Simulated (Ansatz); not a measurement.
Geometry relaxation of WSi6 (part 1 of 3)

The run: geometry relaxation of WSi6 (slab, 7 atoms in the cell). Method and program: DFT PBEsol, scalar-relativistic, plane waves, PAW, spin-polarised (Ansatz 0.2.0).

The structure derives from a Materials Project entry. The input holds or restrains some coordinates. Forces given for the steps count only the free coordinates. It belongs to a series of runs on one base structure; here: W over the place (0/6, 2/6) of the surface cell, its height relaxed. Figures and captions count atoms from 1; the log counts them from 0 in places.

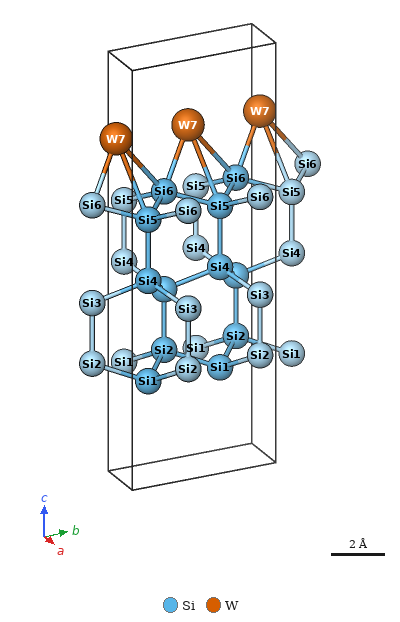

**Figure 1.** The input geometry (ball-and-stick view of the 1 × 2 repeat of the cell, with the vacuum cut short, seen slightly off an axis; neighbours outside the cell are drawn fainter; atoms are numbered from 1 in the order of the input). An atom can appear more than once, as a periodic image.

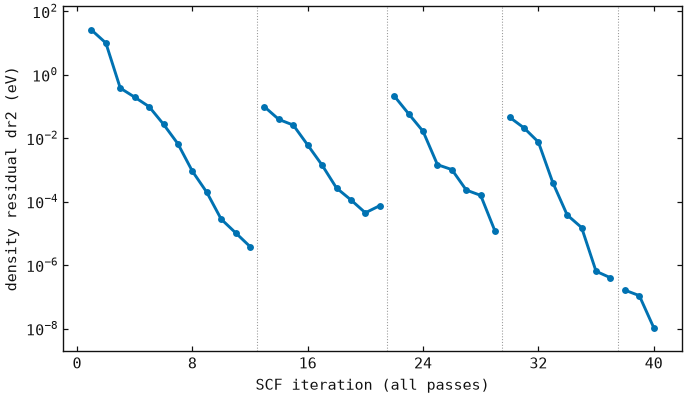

**Figure 2.** Convergence of the self-consistent field: density residual dr2 against the SCF iteration. The dotted lines part the SCF passes of the relaxation: geometry steps, rejected trials and re-solves on a re-selected basis. The 5 passes take 3 to 12 iterations each, 40 in all.

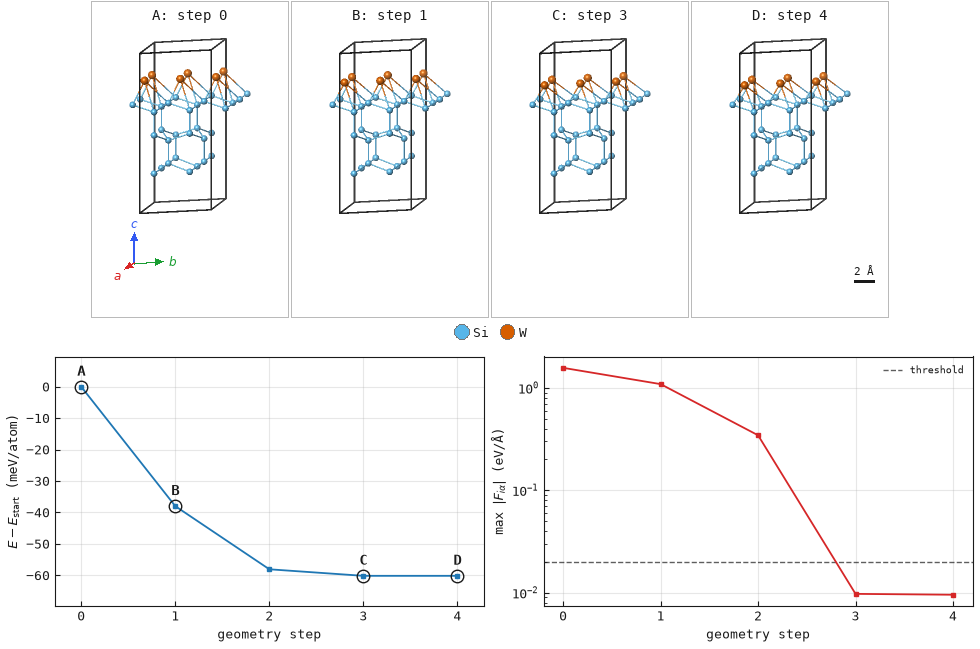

**Figure 3.** Frames of the restrained relaxation (ball-and-stick view of the 2 × 2 repeat of the cell, with the vacuum cut short, with bonded neighbours outside it, seen slightly off an axis) above the curves, on which the letters mark them (the first geometry is step 0 here and step 1 in the log).

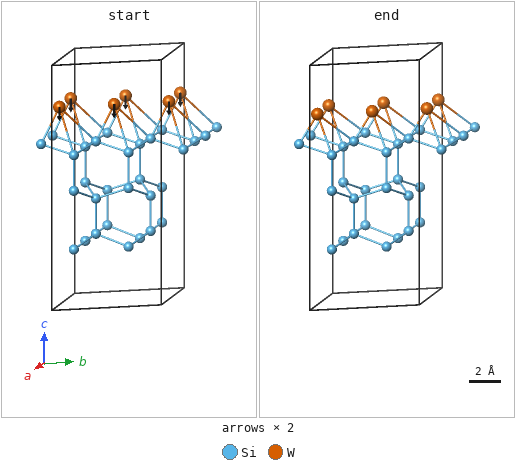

**Figure 4.** Before (left) and after (right) the restrained relaxation, at one scale (ball-and-stick view of the 2 × 2 repeat of the cell, with the vacuum cut short, with bonded neighbours outside it, seen slightly off an axis). The black arrows give the displacements, magnified 2 times. After 4 geometry steps the energy has fallen by 60.2 meV per atom. The largest force component goes from 1.6 to 0.0095 eV/Å. The atom that moves furthest is W7 (0.47 Å). Si stays in place. The lattice vectors keep their values. Among the contacts that change: Si5–W7 3.343 → 2.914 Å, Si6–W7 2.735 → 2.329 Å. Among the angles that change: W7–Si6–W7 74.3° → 85.8°, Si6–W7–Si6 74.3° → 85.8°, Si5–W7–Si6 43.2° → 50.7°. (Atoms are counted from 1 in the order of the input.)

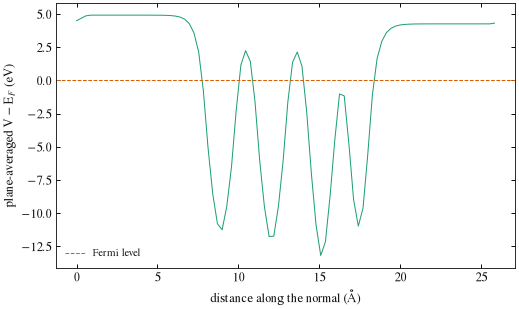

**Figure 5.** Plane average of the electrostatic potential energy of an electron across the cell, from the Fermi level. The vacuum level lies 4.26 eV above the Fermi level on the upper side and 4.92 eV on the lower.

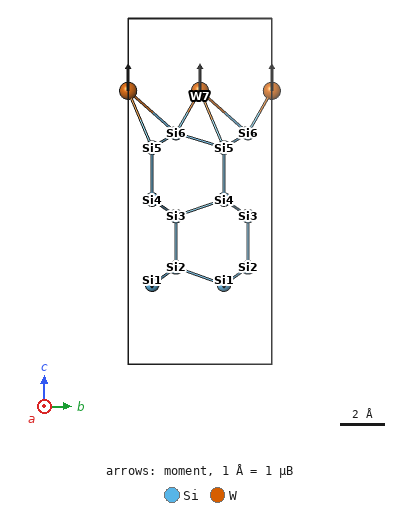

**Figure 6.** Magnetic moments of the sites as black arrows (ball-and-stick view of the 1 × 2 repeat of the cell, with the vacuum cut short, along the a axis; atoms are numbered from 1 in the order of the input); small moments hardly show. The run is collinear, so the axis drawn is arbitrary. Site moments: W7 (1.28 μB); Si1 (−0.19 μB); Si5 (0.05 μB). They are counted near the atoms and needn't add up to the moment of the cell.

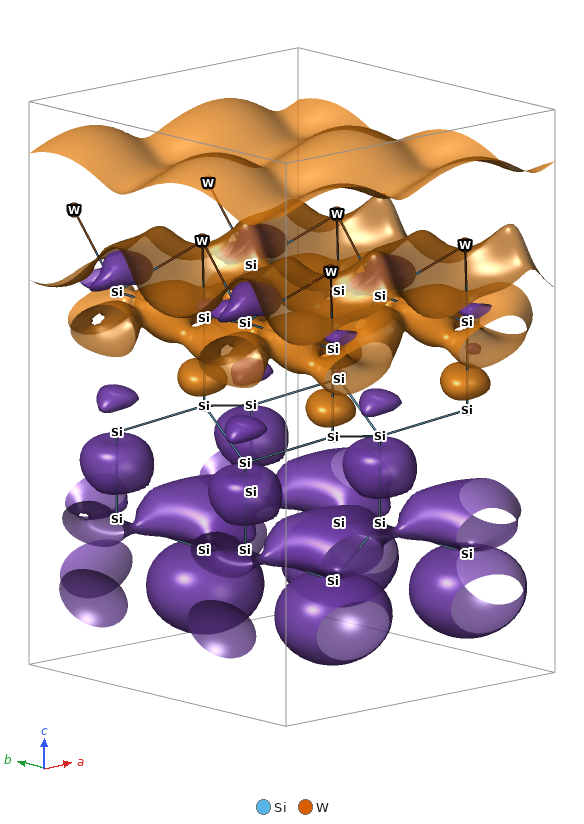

**Figure 7.** Isosurfaces of the spin density (up minus down) at +0.008 (orange) and −0.008 e/Å³ (purple), seen at an oblique angle. Sticks mark near contacts. The spin density sits on W: +1.3 μB in one cell of 7 atoms: a single local moment. The cell of the calculation (7 atoms) carries 1.9 μB net. Core electrons are frozen (PAW), so the fields are smoothed inside the atomic spheres.

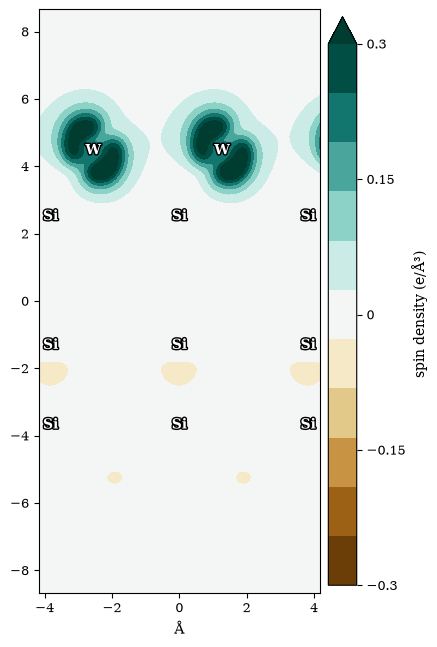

**Figure 8.** Magnetisation density (up minus down) on the (100) plane of the calculation cell, a cut from vacuum to vacuum. Atoms in the plane: Si and W. The spin density sits on W: +1.3 μB in one cell of 7 atoms: a single local moment. The cell of the calculation (7 atoms) carries 1.9 μB net.

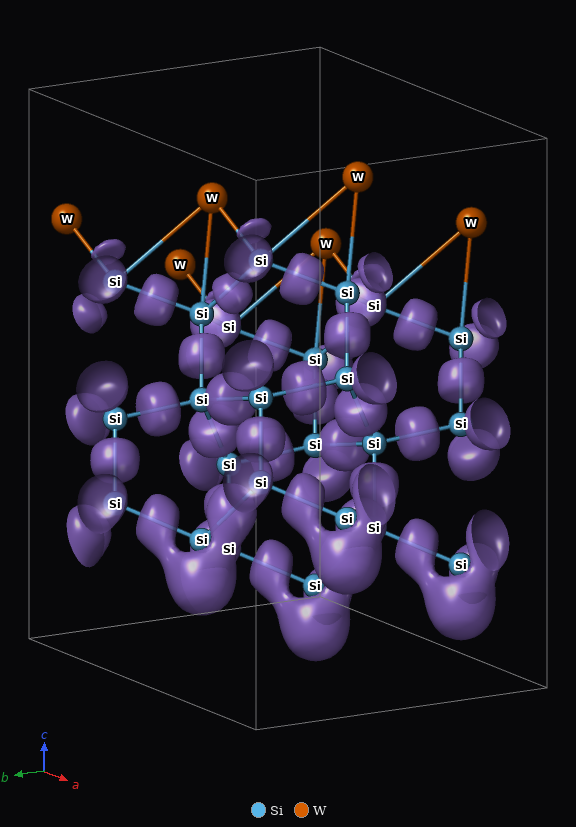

**Figure 9.** Isosurface of the ELF at 0.8 (purple), seen at an oblique angle. Only the valence region is drawn (cores and ρ < 0.01 e/Å³ removed). Sticks mark near contacts. Values along the shortest contacts: Si–W (2.33 Å): the ELF is about 0.60 at the midpoint.

The input and output of the run follow.

## The input
```yaml
crystal:
  lattice:
    - [3.8248883545, 0.0, 0.0]
    - [-1.9124441773, 3.3124504817, 0.0]
    - [0.0, 0.0, 26.1211317213]
  atoms:
    - { symbol: Si, position: [0.6666666667, 0.3333333333, 0.325407034] }
    - { symbol: Si, position: [0.3333333333, 0.6666666667, 0.3559122531] }
    - { symbol: Si, position: [0.3333333333, 0.6666666667, 0.44646421] }
    - { symbol: Si, position: [0.6666666667, 0.3333333333, 0.4756407863] }
    - { symbol: Si, position: [0.6666666667, 0.3333333333, 0.5672640819] }
    - { symbol: Si, position: [0.3333333333, 0.6666666667, 0.592936641] }
    - { symbol: W, position: [0.3333333333, 1.0, 0.6855819377], spin: 4.0 }
basis:
  ecutwfc: 420
kpoints:
  mp_grid: { grid: [9, 9, 1] }
hamiltonian:
  xc: pbesol
scf:
  occupations: { method: gaussian, width: 0.05 }
output:
  forces: true
  eigenvalues: true
  populations: true
  write_density: true
  write_potential: true
  elf: true
  volumetric_format: npy
magnetization:
  spin_polarized: true
relax:
  adjacent_minimum: "off"
  f_tol: 0.02
  max_steps: 25
  constraints: [{ sites: [0, 1, 2, 3, 4, 5] }, { site: 6, fix: xy }]
efield:
  axis: 3
  dipole_correction: true
  ramp_width: 0.04
```

Command:
```bash
ansatz run input.yaml --threads 1 --pin off --max-ram 2560MiB --backend cpu --events-out ev --progress --plain --runs-dir out
```

## The program's output
```
Engine: ansatz 0.2.0, aarch64-unknown-linux-gnu
Pseudopotentials: kind: paw
Pseudopotential: Si, paw, valence charge 4, recommended cutoff 420 eV (normal), Si.paw.azcp
Pseudopotential: W, paw, valence charge 14, recommended cutoff 420 eV (normal), W.paw.azcp
Functional definition: PBEsol
  exchange = pbesol_x
  correlation = pbesol_c
Crystal: 7 atoms, lattice volume = 330.948 Å³
Basis set: ecut = 420 eV, 6459 PW (Γ), exchange–correlation on 54×54×360 points (8 copies of the dense FFT grid, shifted against one another)
Bands: 28, of which v1, the nominal top of the filled ones, is band 19 counted from 1 (18 counted from 0)
Symmetry: 1 space group operations
k-points: 41 of 81 (time reversal used)
Non-local potential: Si, projectors of the file, l = 0: 2, l = 1: 2, l = 2: 2
Non-local potential: W, projectors of the file, l = 0: 3, l = 1: 2, l = 2: 2, l = 3: 1
PAW form: soft (Blöchl's): semilocal exchange-correlation on the pseudo side does not see the compensation charge
PAW frozen core: Si, regenerated for the run's functional, and the local potential with it (the file was generated under x = pbe(κ = 0.804, μ = 0.2195149727645171), c = pbe(β = 0.06672455060314922))
PAW frozen core: W, regenerated for the run's functional, and the local potential with it (the file was generated under x = pbe(κ = 0.804, μ = 0.2195149727645171), c = pbe(β = 0.06672455060314922))
PAW one-centre angular grid: Si, 110 points (default); XC on 64 Gauss nodes
PAW one-centre angular grid: W, 590 points (default); XC on 64 Gauss nodes
Initial density: superposition of atomic densities (neutral atoms: chi_scale 0, normalization atom)
Starting moments: Σ|m| = 4 μB on 1 of 7 sites
Initial wavefunctions: pseudopotential atomic-orbital guess
Functional: x = pbesol(κ = 0.804, μ = 0.12345679012345678), c = pbesol(β = 0.046)
```
